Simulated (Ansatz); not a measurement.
## Run report: Zr2HS4, single-point calculation

System: Zr2HS4 (slab, 14 atoms in the cell).
Method: DFT PBE+D3(BJ), scalar-relativistic, plane waves, PAW, PAW set soft_1, no spin polarisation (Ansatz 0.2.0).

The structure derives from an entry of the Crystallography Open Database. Figures and captions count atoms from 1; the log counts them from 0 in places.

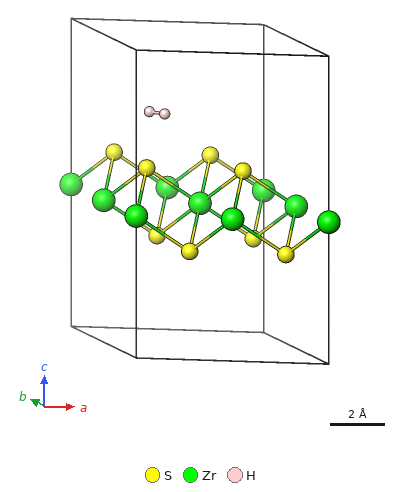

*The input geometry (ball-and-stick view of the cell of the calculation, with the vacuum cut short, seen slightly off an axis). An atom can appear more than once, as a periodic image.*

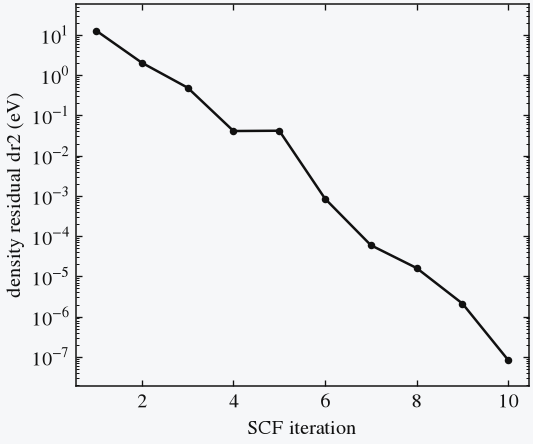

*Convergence of the self-consistent field: density residual dr2 against the SCF iteration.*

The residual falls almost steadily, with no more than small rises.

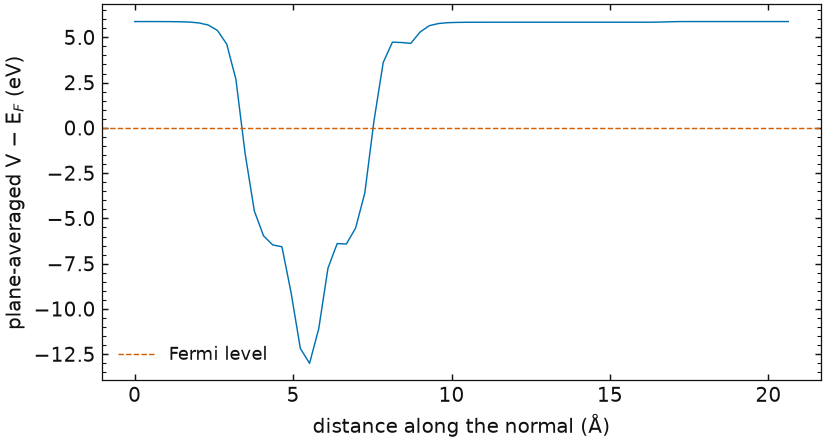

*Plane average of the electrostatic potential energy of an electron across the cell, from the Fermi level.*

The vacuum level lies 5.84 eV above the Fermi level on the upper side and 5.87 eV on the lower.

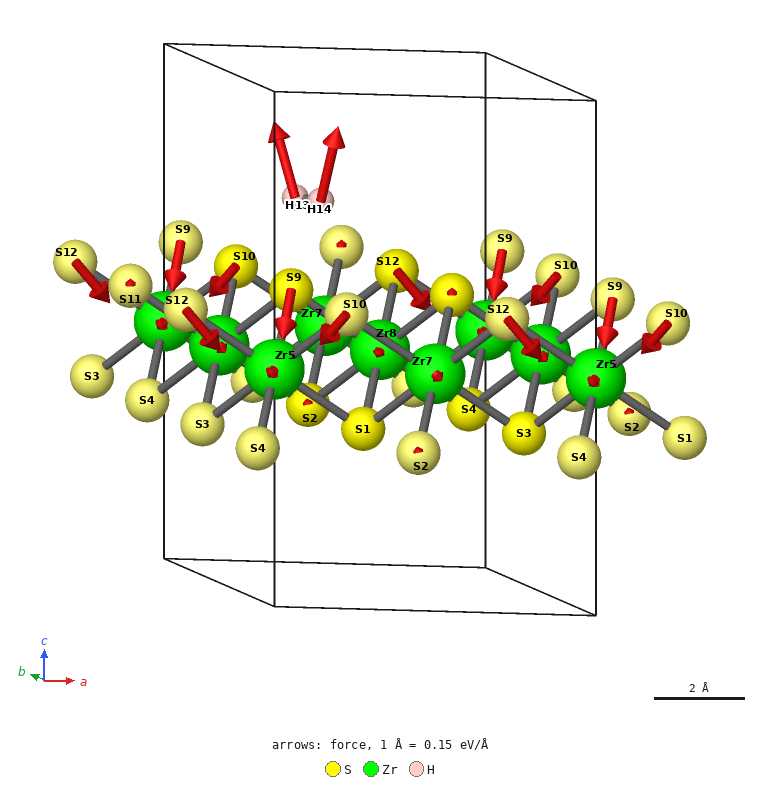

*Forces on the atoms as red arrows (ball-and-stick view of the cell of the calculation, with the vacuum cut short, seen slightly off an axis; neighbours outside the cell are drawn fainter; atoms are numbered from 1 in the order of the input); the smallest are left out.*

The largest act on H13, H14 (0.27 eV/Å); S9, S12 (0.20 eV/Å); S10 (0.17 eV/Å). The geometry is not a stationary point of this energy.

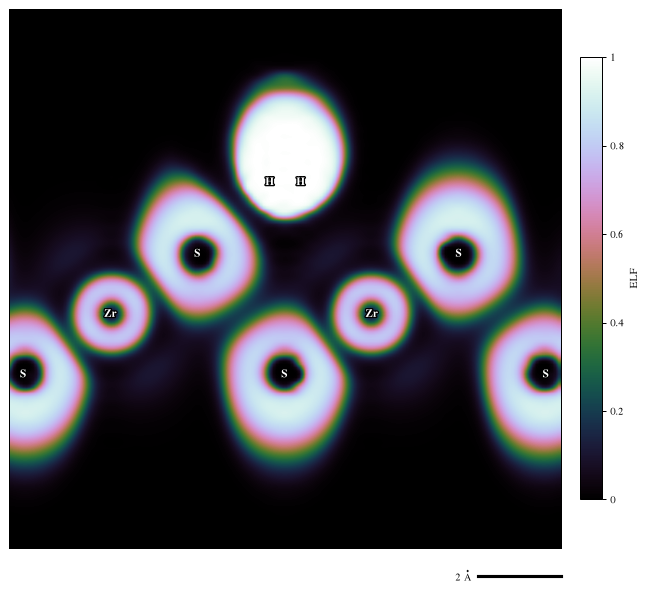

*ELF on the (110) plane of the calculation cell, a cut from vacuum to vacuum.*

Zr–S (2.56 Å): the ELF is about 0.40 at the midpoint. The strong features right at Zr lie inside the PAW spheres (semicore, d or f shells) and say nothing about bonding. In a PAW calculation such maps are meaningful between the atoms, not at the nuclei.

The input and output of the run follow.

**Input file**
```yaml
crystal:
  lattice:
    - [7.2976778227, 0.0, 0.0]
    - [-3.6488389114, 6.3199743831, 0.0]
    - [0.0, 0.0, 20.9171506047]
  atoms:
    - { symbol: S, position: [0.3333333333, 0.1666666667, 0.1912306354] }
    - { symbol: S, position: [0.3333333333, 0.6666666667, 0.1912306354] }
    - { symbol: S, position: [0.8333333333, 0.1666666667, 0.1912306354] }
    - { symbol: S, position: [0.8333333333, 0.6666666667, 0.1912306354] }
    - { symbol: Zr, position: [0.0, 0.0, 0.2609617058] }
    - { symbol: Zr, position: [0.0, 0.5, 0.2609617058] }
    - { symbol: Zr, position: [0.5, 0.0, 0.2609617058] }
    - { symbol: Zr, position: [0.5, 0.5, 0.2609617058] }
    - { symbol: S, position: [0.1666666667, 0.3333333333, 0.3306927762] }
    - { symbol: S, position: [0.1666666667, 0.8333333333, 0.3306927762] }
    - { symbol: S, position: [0.6666666667, 0.3333333333, 0.3306927762] }
    - { symbol: S, position: [0.6666666667, 0.8333333333, 0.3306927762] }
    - { symbol: H, position: [0.3036654916, 0.6963345084, 0.413400026] }
    - { symbol: H, position: [0.3630011751, 0.6369988249, 0.413400026] }
basis:
  ecutwfc: 420
kpoints:
  mp_grid: { grid: [6, 6, 1] }
hamiltonian:
  xc: pbe
  pseudopotentials: { kind: paw, azcp: { folder: soft_1 } }
  dispersion: d3bj
scf:
  occupations: { method: gaussian, width: 0.05 }
output:
  forces: true
  eigenvalues: true
  write_density: true
  write_potential: true
  elf: true
  volumetric_format: npy
efield:
  axis: 3
  dipole_correction: true
  ramp_width: 0.04
```

Command:
```bash
ansatz run input.yaml --threads 2 --pin off --max-ram 6144MiB --backend cpu --events-out ev --progress --plain --runs-dir out
```

**What the program printed**
```
Engine: ansatz 0.2.0, aarch64-unknown-linux-gnu
Pseudopotentials: kind: paw
Pseudopotential: S, paw, valence charge 6, recommended cutoff 420 eV (normal), [file]
Pseudopotential: Zr, paw, valence charge 12, recommended cutoff 420 eV (normal), [file]
Pseudopotential: H, paw, valence charge 1, recommended cutoff 420 eV (normal), [file]
Functional definition: PBE
  parameter kappa = 0.804
  parameter beta = 0.06672455060314922
  exchange = pbe_x(kappa = kappa, mu = beta*pi^2/3)
  correlation = pbe_c(beta = beta)
Crystal: 14 atoms, lattice volume = 964.723 Å³
Basis set: ecut = 420 eV, 18825 PW (Γ), exchange–correlation on 100×100×288 points (8 copies of the dense FFT grid, shifted against one another)
Bands: 63, of which v1, the nominal top of the filled ones, is band 49 counted from 1 (48 counted from 0)
Symmetry: 2 space group operations
Space group: Cm (ITA 8), of the structure as read, at distance tolerance 9.9e-5 Å
k-points: 13 of 36 (time reversal used)
Non-local potential: S, projectors of the file, l = 0: 2, l = 1: 2, l = 2: 1
Non-local potential: Zr, projectors of the file, l = 0: 3, l = 1: 2, l = 2: 2, l = 3: 1
Non-local potential: H, projectors of the file, l = 0: 2, l = 1: 1
PAW form: soft (Blöchl's): semilocal exchange-correlation on the pseudo side does not see the compensation charge
PAW one-centre angular grid: S, 110 points (default); XC on 64 Gauss nodes
PAW one-centre angular grid: Zr, 590 points (default); XC on 64 Gauss nodes
PAW one-centre angular grid: H, 110 points (default); XC on 64 Gauss nodes
Initial wavefunctions: pseudopotential atomic-orbital guess
Functional: x = pbe(κ = 0.804, μ = 0.2195149727645171), c = pbe(β = 0.06672455060314922)
SCF iter   1: F=—  HF=-24009.131319 eV  |F-HF|=—  |Δ(HF+E_count)|=         —  Δρ=3.06e-2  dr2=1.28e1  ethr=3.10e-3  p=0.000 e·Å  D=3.99e-7 V/Å  ΔV_dip=-0.00 eV  dr2_dipole=9.98e-4  V_vac-E_F(+/−)=7.18/7.18 eV  ⟨swp⟩=8.2  Hψ=3856  notcnv=0  defer=4
efield: sawtooth ramp at fractional position 0.7823 (placed from the atoms, in the widest stretch of the axis that holds none; the zero of the levels goes with the place), width 0.0400; the density the first Hamiltonian is built on has a dipole p = 0.000 e·Å; the dipole correction subtracts the counter field D = 3.99e-7 V/Å, which shifts the + side's vacuum level by -0.00 eV against the − side's; the planar-averaged density in the ramp window peaks in size at 7.1e-7 e/Å³
preconditioner: auto → Resta (q_TF=auto, 1.864 Å⁻¹)  ε∞=2.4  [insulator: Δε(μ)=1.987 eV  Ē_g=8.331 eV  σ=0.050 eV  W_gap=1.00  n_scr=108 (ndim 8)  ℏωp=9.7 eV  f_vac=0.659  D(μ)=0.00/eV (n_scr^D=0)  ε∞_Penn≈2.4  vacuum switching on, ρ_ref=5.0e-3 e/Å³]
SCF iter   2: F=—  HF=-24005.594036 eV  |F-HF|=—  |Δ(HF+E_count)|=    3.54e0  Δρ=1.23e-2  dr2=2.03e0  ethr=3.10e-3  p=-0.021 e·Å  D=-3.85e-3 V/Å  ΔV_dip=0.08 eV  dr2_dipole=5.97e-4  V_vac-E_F(+/−)=6.69/6.61 eV  ⟨swp⟩=3.2  Hψ=1658  notcnv=0  defer=117
SCF iter   3: F=—  HF=-24005.299859 eV  |F-HF|=—  |Δ(HF+E_count)|=   2.94e-1  Δρ=6.27e-3  dr2=4.87e-1  ethr=2.07e-3  p=-0.000 e·Å  D=-7.97e-5 V/Å  ΔV_dip=0.00 eV  dr2_dipole=5.65e-4  V_vac-E_F(+/−)=6.10/6.10 eV  ⟨swp⟩=3.0  Hψ=1406  notcnv=0  defer=116
SCF iter   4: F=—  HF=-24005.233281 eV  |F-HF|=—  |Δ(HF+E_count)|=   6.66e-2  Δρ=2.15e-3  dr2=4.09e-2  ethr=4.97e-4  p=-0.013 e·Å  D=-2.51e-3 V/Å  ΔV_dip=0.05 eV  dr2_dipole=1.53e-3  V_vac-E_F(+/−)=6.03/5.98 eV  ⟨swp⟩=3.0  Hψ=1216  notcnv=0  defer=116
SCF iter   5: F=—  HF=-24005.240331 eV  |F-HF|=—  |Δ(HF+E_count)|=   7.05e-3  Δρ=8.27e-4  dr2=4.16e-2  ethr=4.17e-5  p=0.038 e·Å  D=7.14e-3 V/Å  ΔV_dip=-0.15 eV  dr2_dipole=9.10e-3  V_vac-E_F(+/−)=5.82/5.97 eV  ⟨swp⟩=2.2  Hψ=1374  notcnv=0  defer=117
SCF iter   6: F=—  HF=-24005.235227 eV  |F-HF|=—  |Δ(HF+E_count)|=   5.10e-3  Δρ=2.47e-4  dr2=8.51e-4  ethr=4.17e-5  p=0.005 e·Å  D=9.39e-4 V/Å  ΔV_dip=-0.02 eV  dr2_dipole=6.32e-5  V_vac-E_F(+/−)=5.87/5.88 eV  ⟨swp⟩=2.0  Hψ=970  notcnv=0  defer=117
SCF iter   7: F=—  HF=-24005.235376 eV  |F-HF|=—  |Δ(HF+E_count)|=   1.48e-4  Δρ=5.94e-5  dr2=5.95e-5  ethr=8.68e-7  p=0.008 e·Å  D=1.54e-3 V/Å  ΔV_dip=-0.03 eV  dr2_dipole=5.31e-6  V_vac-E_F(+/−)=5.84/5.87 eV  ⟨swp⟩=2.1  Hψ=1139  notcnv=0  defer=117
SCF iter   8: F=—  HF=-24005.235236 eV  |F-HF|=—  |Δ(HF+E_count)|=   1.39e-4  Δρ=2.29e-5  dr2=1.61e-5  ethr=6.08e-8  p=0.009 e·Å  D=1.74e-3 V/Å  ΔV_dip=-0.04 eV  dr2_dipole=1.91e-7  V_vac-E_F(+/−)=5.84/5.87 eV  ⟨swp⟩=2.6  Hψ=1309  notcnv=0  defer=117
SCF iter   9: F=—  HF=-24005.235234 eV  |F-HF|=—  |Δ(HF+E_count)|=   2.26e-6  Δρ=8.39e-6  dr2=2.11e-6  ethr=1.64e-8  p=0.009 e·Å  D=1.77e-3 V/Å  ΔV_dip=-0.04 eV  dr2_dipole=2.00e-9  V_vac-E_F(+/−)=5.84/5.87 eV  ⟨swp⟩=2.0  Hψ=1029  notcnv=0  defer=117
SCF iter  10: F=-24005.235234 eV  HF=-24005.235234 eV  |F-HF|=2.14e-8  |Δ(HF+E_count)|=   2.89e-7  Δρ=2.51e-6  dr2=8.30e-8  ethr=1.02e-10  p=0.009 e·Å  D=1.76e-3 V/Å  ΔV_dip=-0.04 eV  dr2_dipole=6.24e-10  V_vac-E_F(+/−)=5.84/5.87 eV  ⟨swp⟩=21.8  Hψ=8536  notcnv=0
SCF 1 converged in 10 iterations: F = -24005.235234 eV  dr2 = 8.30e-8
  greatest PAW one-centre occupation: 0.997 electrons in one spin orbital (limit 2), on the Zr atom at site 7 (counted from 0), in its partial waves of l = 0
WARN: The output density's exchange-correlation potential varies sharply where the density is thin. Do not read a vacuum level from v_tot or v_xc, or from such a field of the output density. On a cell that repeats whose density bears no net charge and no dipole along the vacuum's axis use v_es (v_loc + v_h of the components); under efield.dipole_correction with no amplitude use v_es + v_field, which holds any external_charges[].barrier, or the levels of the report's work_function block, which leave it out; under a non-zero efield.amplitude the vacuum is tilted and has no level; on a cell that repeats and bears such a dipole with no correction it is tilted too, and efield.dipole_correction with no amplitude gives each side of its ramp a level where efield: is served; in a cell that repeats whose density bears a net charge (total_charge, or a fill off its count) it is curved and has none; of a slab under crystal.periodic whose density bears no net charge use v_es, which has a level on each side, short of where the two are joined; of another it falls or rises all the way out and has none; of a slab beside external_charges read slab_vacuum_level instead, which it has where they leave it neutral. The grid or the basis barely resolves most such structure, and the values can differ between equally converged runs; as a rule a tighter scf.convergence.dr2_threshold does not remove it. Where the density itself ripples (under the LDA too) a higher basis.ecutwfc lessens it. The files hold the spikes' plane waves up to the density's cutoff. Files: v_tot_of_output_density and the like, and their columns of v_z.tsv (output.write_potential); v_xc_of_output_density and the like, and their columns of v_comp_z.tsv (output.write_potential_components). Measured: with its Gaussian average of σ = 0.25 Å subtracted twice, the exchange-correlation potential is over 0.1 eV at 47 of the grid points where the equally averaged density (valence and model cores) is under 1e-3 e/Å³, and 0.289 eV at the most among them, at an averaged density of 3.7e-7 e/Å³. The input density's (outcome.potential() and, of a run that writes arrays, v_tot and v_xc) is over 0.1 eV, so measured, at 14 points of its own thin density, 0.123 eV at the most. See output.write_potential in the manual, Limitations
SCF converged after 10 iterations
Free energy (F): -24005.235234 eV
Harris-Foulkes:  -24005.235234 eV  (|F-HF|=2.14e-8)
Internal energy: -24005.235234 eV  (E = F + TS)
E sigma→0 (E₀):  -24005.235234 eV
Fermi energy:    -2.046564 eV
Dipole field:    D = 0.001748 V/Å  (p = 0.009319 e·Å, saw-weighted, corrected)
Work function:   Φ+ = 5.8354 eV   Φ− = 5.8719 eV
Levels:          The Fermi level and band energies are counted from a zero that moves with the ramp; work functions are not
--- Per-component energies (eV) ---
  E_band       = -1587.999292
  E_kinetic    = 2135.098555
  E_local      = -45538.576294  (includes V_loc(G=0)·N_el)
  E_nonlocal   = 567.727417
  E_hartree    = 21559.940872
  E_xc         = -1350.770941
  E_vxc        = -1418.909641  (∫ρ·V_xc dr)
  E_paw        = -16722.814879  (= ΣΔE_a)
  E_vpaw       = -453.340171  (= ΣTr[D̂ρ^β])
  E_aug_tail   = -0.002098  (compensation charges beyond the density's cutoff)
  E_efield     = 0.000008  (sawtooth field / dipole correction)
  E_vefield    = 0.137040  (∫n·V_field dr)
  E_ewald      = 15347.232963
  E_disp       = -3.070836  (pairwise vdW)
  E_smearing   = -0.000000  (= −TS)
  E_closure    = 0.000000  (closes the sum)
  Σ components = -24005.235234   (vs F -24005.235234, Δ=0.00e0)
--- Forces (eV/Å), atoms counted from 1 ---
  atom   1  S      0.00655877    -0.00037207    -0.01444376
  atom   2  S     -0.00443876     0.00256272     0.02092704
  atom   3  S     -0.00278327     0.00160692    -0.01205795
  atom   4  S      0.00360160    -0.00549403    -0.01444376
  atom   5  Zr    -0.02400484     0.01385920    -0.03083133
  atom   6  Zr     0.02550746    -0.01524166    -0.02195271
  atom   7  Zr     0.02595340    -0.01446928    -0.02195271
  atom   8  Zr    -0.01153069     0.00665725    -0.02793069
  atom   9  S     -0.00750328    -0.12746737    -0.14939551
  atom  10  S     -0.10218161     0.05899458    -0.11692645
  atom  11  S     -0.00031056     0.00017930     0.02475124
  atom  12  S      0.10663834     0.07023172    -0.14939551
  atom  13  H     -0.08139604     0.04699403     0.25133014
  atom  14  H      0.06587723    -0.03803424     0.26241358
  max |Σ_I F_I| component: 9.16e-5 eV/Å
--- Band table (eV; the first three rows and the last of 13) ---
  k-point 0: bands = ["-51.4363", "-51.4168", "-51.4159", "-51.4149", "-29.6211", "-29.6190", "-29.6168", "-29.5015", "-29.4397", "-29.4393", "-29.4385", "-29.4046", "-29.4040", "-29.4032", "-29.3442", "-29.3437", "-15.0493", "-14.2084", "-14.1959", "-14.1944", "-13.8994", "-13.6657", "-13.6557", "-13.6535", "-7.5788", "-6.8675", "-6.8658", "-6.6247", "-6.0392", "-5.3802", "-5.3649", "-5.2083", "-5.2080", "-5.1929", "-5.0187", "-5.0098", "-5.0047", "-4.9162", "-4.8905", "-4.8747", "-3.8028", "-3.7869", "-3.6902", "-3.5355", "-3.5255", "-3.5192", "-3.2579", "-2.6004", "-2.6000", "-1.4943", "-1.4888", "-1.4607", "-0.9045", "-0.9042", "0.0073", "0.8551", "0.8557", "0.8559", "1.1795", "1.1800", "1.1814", "2.6043", "2.6241"]
  k-point 1: bands = ["-51.4349", "-51.4177", "-51.4159", "-51.4154", "-29.6093", "-29.6084", "-29.6006", "-29.4974", "-29.4434", "-29.4398", "-29.4388", "-29.4149", "-29.4145", "-29.4000", "-29.3628", "-29.3481", "-14.9770", "-14.2048", "-14.1690", "-14.1621", "-13.9090", "-13.7431", "-13.6992", "-13.6936", "-7.5235", "-6.7395", "-6.7044", "-6.5174", "-6.0287", "-5.5251", "-5.5157", "-5.4057", "-5.2239", "-5.1652", "-4.9939", "-4.9627", "-4.9350", "-4.8244", "-4.8027", "-4.7917", "-3.8504", "-3.8474", "-3.7790", "-3.7488", "-3.6467", "-3.5451", "-3.1676", "-3.0524", "-2.8048", "-1.4304", "-1.2331", "-1.2073", "-0.8366", "-0.6545", "0.1122", "0.7761", "0.7806", "0.7831", "1.0912", "1.0933", "1.0948", "2.2835", "2.5611"]
  k-point 2: bands = ["-51.4312", "-51.4211", "-51.4159", "-51.4156", "-29.5836", "-29.5828", "-29.5520", "-29.4863", "-29.4547", "-29.4451", "-29.4431", "-29.4368", "-29.4361", "-29.4139", "-29.3891", "-29.3591", "-14.7760", "-14.2688", "-14.0789", "-14.0705", "-13.9356", "-13.9004", "-13.8006", "-13.7953", "-7.4295", "-6.4095", "-6.3472", "-6.1801", "-5.9314", "-5.7145", "-5.6685", "-5.6158", "-5.3495", "-5.0622", "-4.9622", "-4.9419", "-4.9389", "-4.8719", "-4.6871", "-4.6235", "-4.4259", "-4.4060", "-3.9867", "-3.7420", "-3.7098", "-3.5559", "-3.3966", "-3.1725", "-2.9892", "-1.2965", "-0.9047", "-0.7159", "-0.6931", "-0.1679", "0.3716", "0.4780", "0.5002", "0.5852", "0.8967", "1.0051", "1.0073", "1.9342", "2.3468"]
  k-point 12: bands = ["-51.4270", "-51.4252", "-51.4168", "-51.4150", "-29.5682", "-29.5629", "-29.4869", "-29.4849", "-29.4694", "-29.4676", "-29.4611", "-29.4598", "-29.4389", "-29.4373", "-29.3765", "-29.3713", "-14.5054", "-14.4932", "-13.9906", "-13.9664", "-13.9525", "-13.9429", "-13.9072", "-13.9009", "-7.3894", "-6.1520", "-6.1171", "-5.9526", "-5.8825", "-5.8064", "-5.6853", "-5.6219", "-5.3710", "-5.0202", "-5.0021", "-4.9662", "-4.9651", "-4.8787", "-4.7283", "-4.6817", "-4.6661", "-4.6096", "-4.5024", "-3.7429", "-3.7118", "-3.4514", "-3.4481", "-3.1047", "-3.0446", "-1.1104", "-1.0961", "-0.3219", "-0.3173", "0.1606", "0.1901", "0.2735", "0.2753", "0.6225", "0.6837", "0.9821", "0.9906", "1.9903", "2.0716"]
```

**Key numbers**

| quantity | value |
| --- | --- |
| outcome | converged |
| electrons treated | 98 |
| free energy | −24005.2352 eV |
| work function, top face | 5.84 eV |
| work function, bottom face | 5.87 eV |
| Fermi energy | −2.047 eV |
| gap on the k-point mesh | 1.11 eV |
| work function (upper face) | 5.84 eV |
| largest force (length of the vector) | 0.273 eV/Å |
| hardware | 2 threads of Arm Neoverse V1, 24 GiB of memory available, shared host |
| wall time | 58 s (CPU time 1.9 min) |
| peak memory | 1.3 GiB |

Warnings of the run: the exchange-correlation potential is rough where the density is thin.
